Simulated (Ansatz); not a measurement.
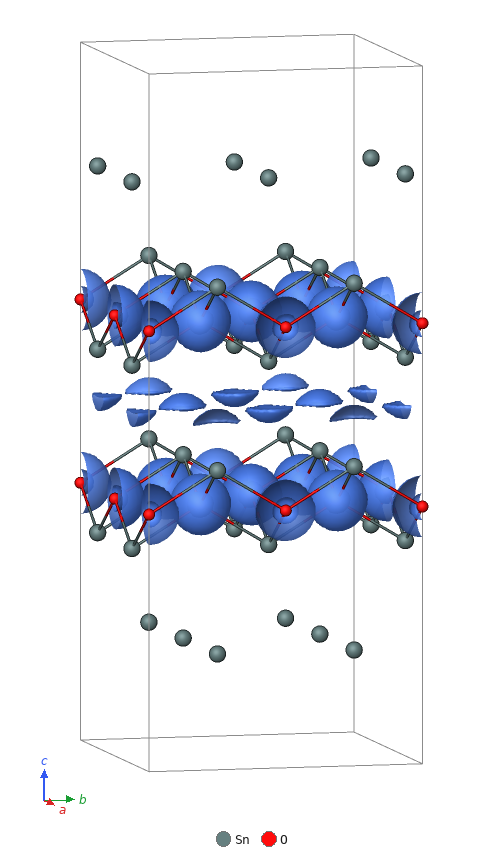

Figure 1: Sn3O2 (slab). Isosurface of the electron localisation function at 0.7 (blue), seen slightly off an axis. Core shells and regions of very low density are left out. Sticks mark near contacts.

Not relaxed (largest force 0.7 eV/Å).

Computed with Ansatz 0.2.0, DFT PBE, scalar-relativistic, plane waves, PAW.

Core electrons are frozen (PAW), and the valence fields are smoothed inside the atomic spheres.

**What do the ELF domains correspond to?**

The surface consists of two lobes on Sn, pointing away from the bonds (lone pairs) and four regions wrapped around O (the valence shell of each), counted in one cell of 10 atoms. Counts are for one cell; the picture repeats the cell along the surface.

Values along the shortest contacts:
Sn–O (2.25 Å): the ELF peaks at about 0.85 in the valence shell of O, 0.6 Å from its nucleus, and is about 0.20 at the midpoint: no shared electron pair shows on this line.
